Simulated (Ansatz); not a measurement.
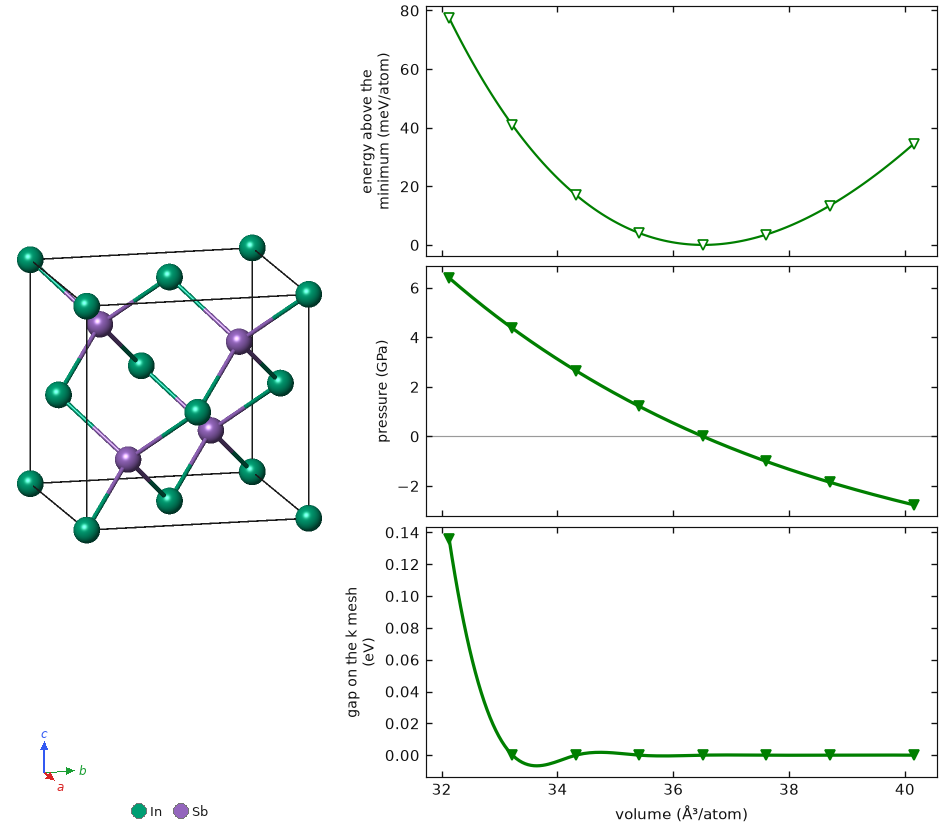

The plot gives the computed energy above the minimum, pressure and gap on the k mesh against volume for InSb, space group F-43m (No. 216). The conventional cell is drawn beside the plot.

Structure:
```
In Sb
1.0
     0.00000    3.31742    3.31742
     3.31742    0.00000    3.31742
     3.31742    3.31742    0.00000
In Sb
1 1
Cartesian
  0.0000 0.0000 0.0000
  1.6587 1.6587 1.6587
```

Calculation (Ansatz 0.2.0): third-order Birch-Murnaghan fit to density functional energies at scaled volumes of the given relaxed cell, shape and atoms relaxed at each volume; energies count from the fitted minimum; plane waves with PAW datasets, Γ-centred k mesh. Level: PBE, no spin polarisation.

wave cutoff 420 eV; k mesh 12×12×12; occupations Gaussian; smearing width 0.1 eV.

Give the fitted equation-of-state parameters.

Answer. A third-order Birch–Murnaghan fit gives V0 = 36.51 Å³/atom, B0 = 36.7 GPa and B′ = 4.9.

What does the pressure do across the range?

Answer. It falls from 6.40 GPa at volume 32.128 Å³/atom to −2.77 GPa at 40.160 Å³/atom, and changes sign near 36.5 Å³/atom.

What happens to the gap?

Answer. It is closed at 7 of the 8 points and is largest, 0.136 eV, at 32.128 Å³/atom.

Limits of the calculation: a crossing between the sampled k points may be missed; bands touch, and spin-orbit coupling could open a gap.
